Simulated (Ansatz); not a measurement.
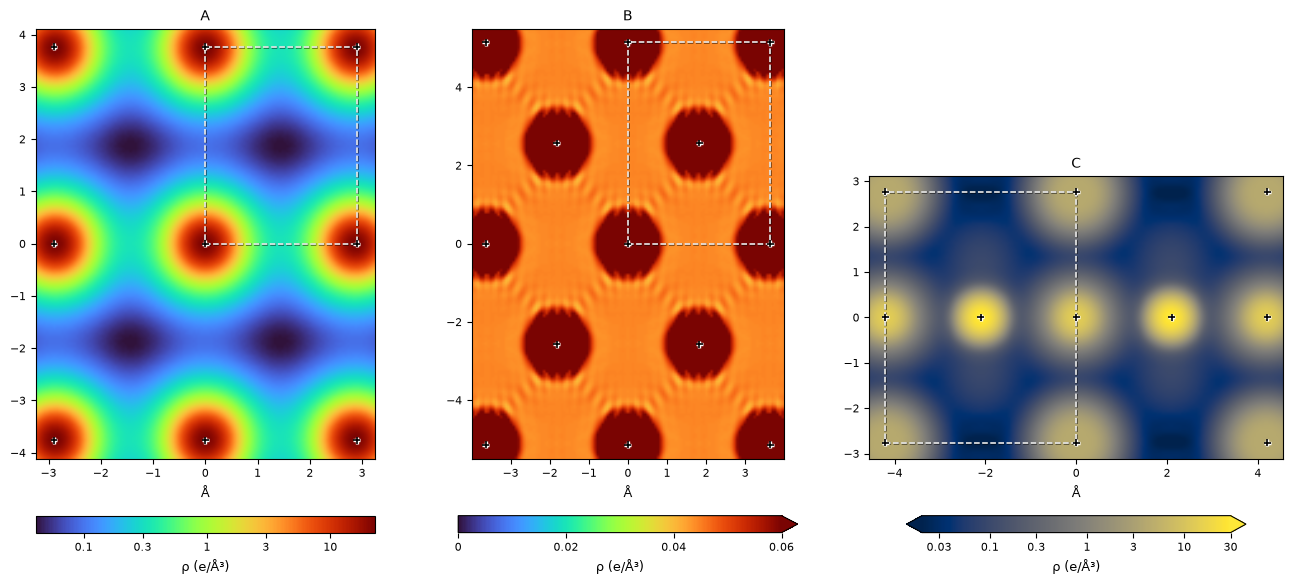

The valence pseudo-density of 3 systems, each on a plane through atoms (crosses mark nuclei in the plane).

Method: DFT PBEsol, scalar-relativistic, plane waves, PAW in Ansatz.

System 1: Li, the (101) plane of the conventional cell. Space group Im-3m; changed on purpose from its base cell (strain +0.040 along x and y, +0.040 along z, atoms carried along); computed without spin polarisation.

```
Li
1.0
     3.64000    0.00000    0.00000
     0.00000    3.64000    0.00000
     0.00000    0.00000    3.64000
Li
2
Direct
  0.00000 0.00000 0.00000
  0.50000 0.50000 0.50000
```

System 2: KMgF3, the (011) plane of the conventional cell. Space group P4/mmm; computed pressure about 4 GPa in this cell.

System 3: Sb, the (100) plane of the conventional cell. Space group P4/mmm; computed without spin polarisation.

**Which map belongs to which system?**

Panel A is system 3, Sb: the plane holds Sb. Sb–Sb (2.90 Å): ρ is about 0.33 e/Å³ halfway. Panel B is system 1, Li: the plane holds Li. Li–Li (3.15 Å): the density is about 0.05 e/Å³ at the midpoint. Panel C is system 2, KMgF3: the plane holds K, Mg and F. K–F (2.76 Å): ρ at the midpoint is about 0.1 e/Å³.
